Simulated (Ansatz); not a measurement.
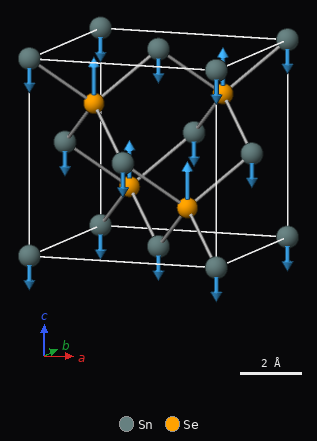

The lowest optical mode of solid SnSe (a generated structure) at a fixed volume, space group F-43m (No. 216), at the zone centre. The blue arrows are the displacements of the atoms (eigenvector over the root of the mass), of arbitrary overall length and sign. Style: ball-and-stick. Shown: the conventional cell (4 times the calculation's cell), slightly off an axis. Lengths and directions refer to the drawn axes.

Method: DFT LDA, scalar-relativistic, plane waves, PAW in Ansatz.

Input file:
```yaml
crystal:
  lattice:
    - [0.0, 3.2856, 3.2856]
    - [3.2856, 0.0, 3.2856]
    - [3.2856, 3.2856, 0.0]
  atoms:
    - { symbol: Sn, position: [0.0, 0.0, 0.0] }
    - { symbol: Se, position: [0.25, 0.25, 0.25] }
basis:
  ecutwfc: 420
kpoints:
  mp_grid: { grid: [8, 8, 8] }
hamiltonian:
  xc: lda
scf:
  occupations: { method: fermi_dirac, width: 0.15 }
output:
  eigenvalues: true
phonons:
  method: dfpt
  eigenvectors: true
```

Command:
```bash
ansatz run input.yaml --threads 4 --pin off --max-ram 12288MiB --backend cpu --events-out ev --progress --plain --runs-dir out
```

The frequencies depend somewhat on the k-mesh and the smearing.

Question: Is the structure stable against all modes at this point?

Answer: Yes: this softest mode has a real frequency, and so have all others here. That speaks for this wave vector alone: the rest of the zone wasn't checked in this run. This is the T₂ mode (triply degenerate; one member of the set is drawn) at 124 cm⁻¹, the only optical level, infrared- and Raman-active by symmetry. The Se sublattice moves against the Sn sublattice, along c; the kinetic energy is shared as Se 60 %, Sn 40 %. The crystal is a metal, so free carriers screen the infrared response.
